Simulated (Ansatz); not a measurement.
# Run report: SnSe, geometry relaxation (part 2 of 2)

The same run, continued: SnSe (Pnma, 8 atoms in the cell); DFT PBE+D3(BJ), scalar-relativistic, plane waves, PAW, no spin polarisation (Ansatz 0.2.0); cutoff 420 eV, 4×8×8 k-mesh, Gaussian smearing of 0.02 eV. The structure derives from an entry of the Crystallography Open Database.

Geometry of the input (Å; fractional positions):
```
11.2552  0.0000  0.0000
0.0000  4.1057  0.0000
0.0000  0.0000  4.2694
Sn 0.1170  0.2500  0.0840
Sn 0.3830  0.7500  0.5840
Sn 0.6170  0.2500  0.4160
Sn 0.8830  0.7500  0.9160
Se 0.3579  0.2500  0.0213
Se 0.1421  0.7500  0.5213
Se 0.8579  0.2500  0.4787
Se 0.6421  0.7500  0.9787
```

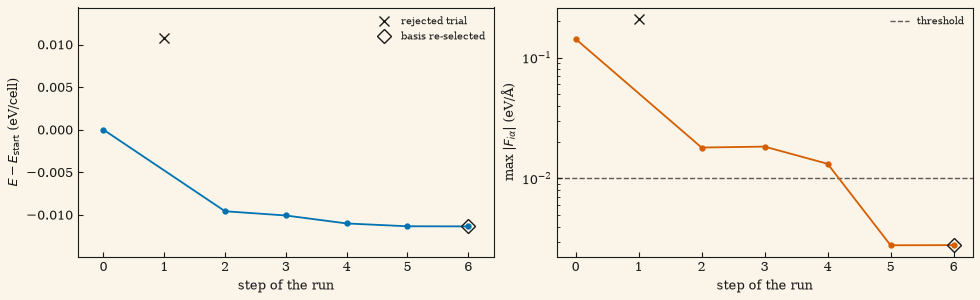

Figure 1. Progress of the relaxation, step by step (the first geometry is step 0 here and step 1 in the log).

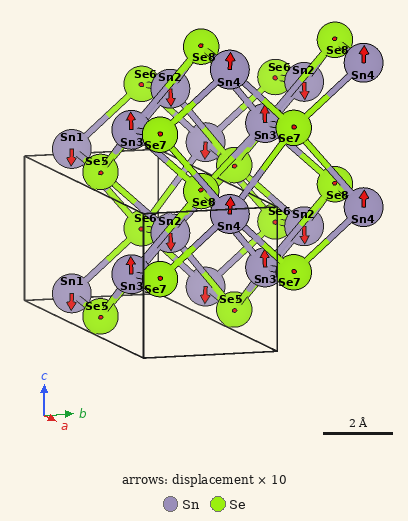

Figure 2. The starting structure with the displacements (without the part carried along by the change of the cell) as red arrows, magnified 10 times (ball-and-stick view of the cell of the calculation, repeated 1 × 2 × 2, seen slightly off an axis). Over 5 geometry steps the energy falls by 11.3 meV per cell of the calculation. The largest force component goes from 0.14 to 0.0028 eV/Å. The pressure goes from 3.20 to 2.62 GPa. The line search rejected the trial step at point 1 (counted from 0) and went back. The largest moves relative to the cell, 0.054 Å, are those of Sn1, Sn2, Sn3 and Sn4. By element the largest moves are Sn 0.054 Å, Se 0.013 Å. The drawn cell changes at constant volume: a 11.255 → 11.265 Å (+0.1 %), b 4.106 → 4.123 Å (+0.4 %), c 4.269 → 4.248 Å (−0.5 %). Among the contacts that change: Sn1–Se6 3.172 → 3.135 Å, Sn1–Se7 3.368 → 3.383 Å, Sn1–Se5 2.725 → 2.740 Å. The space group stays Pnma (No. 62). A last SCF at the same geometry on a re-selected plane-wave basis shifts the energy by next to nothing (0.0 meV per cell of the calculation). (Atoms are counted from 1 in the order of the input.)

```
basis re-selected at this cell: Δ(F+E_penalty+E_count) = -1.429e-5 eV, ΔP = -0.001 GPa vs the last step (what re-selecting the basis moved, of the pressure what is left beyond the Pulay correction that the steps carried, after the strain that the cell walked since its last selection, with what the two solves' SCF thresholds leave and, on support functions, any second-order correction that the steps lacked; it is no measure of the basis error at this ecutwfc). This SCF's stress stands 3.19e-2 GPa from its target on what of the cell is left free (relax.cell.stress_tol is 1.00e-1 GPa) and its largest allowed force component is 2.81e-3 eV/Å (relax.f_tol is 1.00e-2 eV/Å): within both
SCF converged after 8 iterations
Free energy (F): -45979.421472 eV
Harris-Foulkes:  -45979.421472 eV  (|F-HF|=2.18e-11)
Internal energy: -45979.421472 eV  (E = F + TS)
E sigma→0 (E₀):  -45979.421472 eV
Fermi energy:    10.432010 eV
--- Per-component energies (eV) ---
  E_band       = -1750.729763
  E_kinetic    = 1222.448014
  E_local      = -12571.205334  (includes V_loc(G=0)·N_el)
  E_nonlocal   = -2513.756768
  E_hartree    = 6711.716963
  E_xc         = -1953.247457
  E_vxc        = -783.833507  (∫ρ·V_xc dr)
  E_paw        = -24179.902040  (= ΣΔE_a)
  E_vpaw       = -527.813724  (= ΣTr[D̂ρ^β])
  E_aug_tail   = -0.002371  (compensation charges beyond the density's cutoff)
  E_ewald      = -12692.334219
  E_disp       = -3.138260  (pairwise vdW)
  E_smearing   = -0.000000  (= −TS)
  E_closure    = 0.000000  (closes the sum)
  Σ components = -45979.421472   (vs F -45979.421472, Δ=0.00e0)
--- Forces (eV/Å), atoms counted from 1 ---
  atom   1  Sn     0.00280527     0.00000000    -0.00025525
  atom   2  Sn    -0.00280527     0.00000000    -0.00025525
  atom   3  Sn     0.00280527    -0.00000000     0.00025525
  atom   4  Sn    -0.00280527    -0.00000000     0.00025525
  atom   5  Se    -0.00011035    -0.00000000     0.00037603
  atom   6  Se     0.00011035    -0.00000000     0.00037603
  atom   7  Se    -0.00011035     0.00000000    -0.00037603
  atom   8  Se     0.00011035     0.00000000    -0.00037603
  max |Σ_I F_I| component: 4.47e-19 eV/Å
--- Stress (GPa, compression-positive) ---
        2.591104       0.000000       0.000000
        0.000000       2.649385      -0.000000
        0.000000      -0.000000       2.611886
  P = ⅓ Tr σ = 2.6175 GPa (26.175 kbar)
--- Band table (eV; the first three rows and the last of 75) ---
  k-point 0: bands = ["-37.2759", "-37.2758", "-37.2758", "-37.2757", "-37.2738", "-37.2737", "-37.2736", "-37.2736", "-37.2635", "-37.2633", "-37.2633", "-37.2631", "-37.2606", "-37.2604", "-37.2604", "-37.2601", "-37.2576", "-37.2575", "-37.2574", "-37.2573", "-11.2261", "-11.2135", "-11.2084", "-11.2083", "-11.2066", "-11.1999", "-11.1976", "-11.1958", "-11.1873", "-11.1859", "-11.1857", "-11.1828", "-11.1725", "-11.1633", "-11.1592", "-11.1472", "-11.1438", "-11.1337", "-11.1176", "-11.1066", "-3.9597", "-3.5112", "-2.8650", "-2.2021", "2.8917", "4.2951", "4.3130", "5.2291", "5.2713", "6.4669", "6.5079", "6.8391", "7.1358", "7.2910", "7.6105", "8.2671", "8.4834", "8.7909", "9.4508", "9.5759", "10.5816", "13.4532", "13.4556", "13.5523", "13.7464", "13.7496", "14.7549", "14.7741", "14.9209", "15.3583", "15.4995", "16.1097"]
  k-point 1: bands = ["-37.2759", "-37.2758", "-37.2758", "-37.2757", "-37.2738", "-37.2737", "-37.2736", "-37.2736", "-37.2634", "-37.2633", "-37.2633", "-37.2631", "-37.2606", "-37.2604", "-37.2604", "-37.2601", "-37.2576", "-37.2575", "-37.2574", "-37.2573", "-11.2249", "-11.2112", "-11.2084", "-11.2083", "-11.2050", "-11.2021", "-11.1970", "-11.1969", "-11.1882", "-11.1854", "-11.1841", "-11.1831", "-11.1715", "-11.1638", "-11.1590", "-11.1477", "-11.1435", "-11.1344", "-11.1171", "-11.1070", "-3.8784", "-3.4382", "-2.8322", "-2.2053", "2.5736", "4.0347", "4.0766", "4.8144", "5.0955", "6.6047", "6.6306", "7.2087", "7.2478", "7.7106", "7.8916", "8.2712", "8.5504", "9.1652", "9.3266", "9.6055", "10.5990", "12.7941", "13.1871", "13.6473", "13.6719", "13.7844", "14.2933", "14.6661", "14.7600", "14.9507", "15.4572", "15.5007"]
  k-point 2: bands = ["-37.2759", "-37.2758", "-37.2758", "-37.2757", "-37.2738", "-37.2737", "-37.2736", "-37.2736", "-37.2634", "-37.2633", "-37.2632", "-37.2631", "-37.2606", "-37.2604", "-37.2603", "-37.2602", "-37.2576", "-37.2575", "-37.2574", "-37.2573", "-11.2217", "-11.2089", "-11.2085", "-11.2059", "-11.2058", "-11.2015", "-11.1991", "-11.1972", "-11.1902", "-11.1873", "-11.1824", "-11.1782", "-11.1700", "-11.1652", "-11.1577", "-11.1484", "-11.1425", "-11.1361", "-11.1158", "-11.1081", "-3.6482", "-3.2317", "-2.7717", "-2.2408", "1.9788", "3.1529", "3.5366", "4.3469", "5.0985", "6.9333", "6.9837", "7.5667", "7.8592", "7.9682", "8.1991", "8.6967", "8.9839", "9.1958", "9.5393", "9.8438", "10.9511", "11.6774", "12.1461", "12.5501", "13.1945", "13.4467", "13.7384", "13.9293", "14.7683", "14.9371", "15.1503", "15.4481"]
  k-point 74: bands = ["-37.2759", "-37.2759", "-37.2759", "-37.2759", "-37.2735", "-37.2735", "-37.2735", "-37.2735", "-37.2632", "-37.2632", "-37.2632", "-37.2632", "-37.2604", "-37.2604", "-37.2604", "-37.2604", "-37.2574", "-37.2574", "-37.2574", "-37.2574", "-11.2280", "-11.2280", "-11.2280", "-11.2280", "-11.1984", "-11.1984", "-11.1984", "-11.1984", "-11.1753", "-11.1753", "-11.1753", "-11.1753", "-11.1518", "-11.1518", "-11.1518", "-11.1518", "-11.1292", "-11.1292", "-11.1292", "-11.1292", "-2.3929", "-2.3929", "-2.3929", "-2.3929", "3.4154", "3.4154", "3.4154", "3.4154", "5.1259", "5.1259", "5.1259", "5.1259", "5.9911", "5.9911", "5.9911", "5.9911", "8.5234", "8.5234", "8.5234", "8.5234", "12.5462", "12.5462", "12.5462", "12.5462", "15.4229", "15.4229", "15.4229", "15.4229", "16.9551", "16.9551", "16.9551", "16.9551"]
--- Relaxed structure (6 steps of the walk, 5 accepted, 1 SCFs on fresh bases) ---
  F+E_penalty+E_count = -45979.42147229 eV   max|allowed force component| = 2.805e-3 eV/Å   (the final SCF, on the basis selected at the relaxed cell)
  cell:  # Å, volume = 197.2914 Å³
    - [11.265420757033265, 4.5537746513300905e-32, 3.853865247273607e-32]
    - [1.6611605222508813e-32, 4.122686773190228, -2.0609072186927931e-19]
    - [1.461872140417938e-32, -2.1430447439089355e-19, 4.247960677843624]
  atoms:
    - { symbol: Sn, position: [0.11636966671415863, 0.25, 0.07126895498222979] }
    - { symbol: Sn, position: [0.3836303332858414, 0.75, 0.5712689549822296] }
    - { symbol: Sn, position: [0.6163696667141586, 0.25, 0.4287310450177702] }
    - { symbol: Sn, position: [0.8836303332858412, 0.75, 0.9287310450177704] }
    - { symbol: Se, position: [0.35878106746503846, 0.25, 0.019255071849717312] }
    - { symbol: Se, position: [0.14121893253496157, 0.75, 0.5192550718497174] }
    - { symbol: Se, position: [0.8587810674650387, 0.25, 0.48074492815028264] }
    - { symbol: Se, position: [0.6412189325349616, 0.75, 0.9807449281502828] }
```

Trajectory as extended XYZ (Å, eV, eV/Å), 7 frames, from step=1 to step=7:
```
8
Lattice="11.2552 0.0000 0.0000 0.0000 4.1057 0.0000 0.0000 0.0000 4.2694" Properties=species:S:1:pos:R:3:forces:R:3 step=1 energy=-45979.41012 pressure_GPa=3.20
Sn    1.3168    1.0264    0.3586   -0.1427   0.0000  -0.0853
Sn    4.3108    3.0793    2.4933    0.1427   0.0000  -0.0853
Sn    6.9444    1.0264    1.7761   -0.1427   0.0000   0.0853
Sn    9.9384    3.0793    3.9108    0.1427   0.0000   0.0853
Se    4.0286    1.0264    0.0910    0.0931   0.0000   0.0699
Se    1.5989    3.0793    2.2257   -0.0931   0.0000   0.0699
Se    9.6562    1.0264    2.0437    0.0931   0.0000  -0.0699
Se    7.2265    3.0793    4.1783   -0.0931   0.0000  -0.0699
8
Lattice="11.1666 0.0000 0.0000 0.0000 4.1214 0.0000 0.0000 0.0000 4.2869" Properties=species:S:1:pos:R:3:forces:R:3 step=2 energy=-45979.39931 pressure_GPa=2.23 accepted=F
Sn    1.2657    1.0303    0.3001    0.2093   0.0000   0.0458
Sn    4.3176    3.0910    2.4436   -0.2093   0.0000   0.0458
Sn    6.8490    1.0303    1.8434    0.2093   0.0000  -0.0458
Sn    9.9009    3.0910    3.9868   -0.2093   0.0000  -0.0458
Se    4.0202    1.0303    0.0540   -0.1369   0.0000   0.0144
Se    1.5631    3.0910    2.1975    0.1369   0.0000   0.0144
Se    9.6035    1.0303    2.0895   -0.1369   0.0000  -0.0144
Se    7.1464    3.0910    4.2330    0.1369   0.0000  -0.0144
8
Lattice="11.2361 0.0000 0.0000 0.0000 4.1121 0.0000 0.0000 0.0000 4.2700" Properties=species:S:1:pos:R:3:forces:R:3 step=3 energy=-45979.41969 pressure_GPa=2.72
Sn    1.2960    1.0280    0.3431    0.0098   0.0000  -0.0180
Sn    4.3221    3.0841    2.4781   -0.0098   0.0000  -0.0180
Sn    6.9140    1.0280    1.7919    0.0098   0.0000   0.0180
Sn    9.9401    3.0841    3.9269   -0.0098   0.0000   0.0180
Se    4.0291    1.0280    0.0924   -0.0026   0.0000   0.0124
Se    1.5889    3.0841    2.2274    0.0026   0.0000   0.0124
Se    9.6472    1.0280    2.0426   -0.0026   0.0000  -0.0124
Se    7.2069    3.0841    4.1776    0.0026   0.0000  -0.0124
8
Lattice="11.2423 0.0000 0.0000 0.0000 4.1153 0.0000 0.0000 0.0000 4.2643" Properties=species:S:1:pos:R:3:forces:R:3 step=4 energy=-45979.42019 pressure_GPa=2.70
Sn    1.2988    1.0288    0.3347    0.0126   0.0000  -0.0183
Sn    4.3223    3.0865    2.4668   -0.0126   0.0000  -0.0183
Sn    6.9200    1.0288    1.7975    0.0126   0.0000   0.0183
Sn    9.9435    3.0865    3.9296   -0.0126   0.0000   0.0183
Se    4.0330    1.0288    0.0880   -0.0109   0.0000   0.0174
Se    1.5882    3.0865    2.2202    0.0109   0.0000   0.0174
Se    9.6541    1.0288    2.0441   -0.0109   0.0000  -0.0174
Se    7.2093    3.0865    4.1763    0.0109   0.0000  -0.0174
8
Lattice="11.2688 0.0000 0.0000 0.0000 4.1227 0.0000 0.0000 0.0000 4.2467" Properties=species:S:1:pos:R:3:forces:R:3 step=5 energy=-45979.42113 pressure_GPa=2.64
Sn    1.3068    1.0307    0.3134    0.0132   0.0000  -0.0099
Sn    4.3276    3.0920    2.4367   -0.0132   0.0000  -0.0099
Sn    6.9412    1.0307    1.8100    0.0132   0.0000   0.0099
Sn    9.9620    3.0920    3.9333   -0.0132   0.0000   0.0099
Se    4.0414    1.0307    0.0839   -0.0088   0.0000   0.0106
Se    1.5930    3.0920    2.2072    0.0088   0.0000   0.0106
Se    9.6758    1.0307    2.0395   -0.0088   0.0000  -0.0106
Se    7.2274    3.0920    4.1628    0.0088   0.0000  -0.0106
8
Lattice="11.2654 0.0000 0.0000 0.0000 4.1227 0.0000 0.0000 0.0000 4.2480" Properties=species:S:1:pos:R:3:forces:R:3 step=6 energy=-45979.42146 pressure_GPa=2.62
Sn    1.3110    1.0307    0.3027    0.0028   0.0000  -0.0003
Sn    4.3218    3.0920    2.4267   -0.0028   0.0000  -0.0003
Sn    6.9437    1.0307    1.8212    0.0028   0.0000   0.0003
Sn    9.9545    3.0920    3.9452   -0.0028   0.0000   0.0003
Se    4.0418    1.0307    0.0818   -0.0001   0.0000   0.0004
Se    1.5909    3.0920    2.2058    0.0001   0.0000   0.0004
Se    9.6745    1.0307    2.0422   -0.0001   0.0000  -0.0004
Se    7.2236    3.0920    4.1662    0.0001   0.0000  -0.0004
8
Lattice="11.2654 0.0000 0.0000 0.0000 4.1227 0.0000 0.0000 0.0000 4.2480" Properties=species:S:1:pos:R:3:forces:R:3 step=7 energy=-45979.42147 pressure_GPa=2.62
Sn    1.3110    1.0307    0.3027    0.0028   0.0000  -0.0003
Sn    4.3218    3.0920    2.4267   -0.0028   0.0000  -0.0003
Sn    6.9437    1.0307    1.8212    0.0028   0.0000   0.0003
Sn    9.9545    3.0920    3.9452   -0.0028   0.0000   0.0003
Se    4.0418    1.0307    0.0818   -0.0001   0.0000   0.0004
Se    1.5909    3.0920    2.2058    0.0001   0.0000   0.0004
Se    9.6745    1.0307    2.0422   -0.0001   0.0000  -0.0004
Se    7.2236    3.0920    4.1662    0.0001   0.0000  -0.0004
```

Results in brief:

- outcome: converged
- space group (tolerance 0.01 Å): Pnma (62)
- electrons treated: 120
- free energy: −45979.4215 eV
- Fermi energy: 10.432 eV
- gap on the k-point mesh: 0.30 eV
- pressure: 2.62 GPa
- final volume: 197.29 Å³
- largest force (length of the vector) at the end: 0.003 eV/Å
- final cell: a = 11.265 Å, b = 4.123 Å, c = 4.248 Å, α = 90.00°, β = 90.00°, γ = 90.00°
- wall time: 2 min (CPU time 7.9 min)
- peak memory: 1.1 GiB
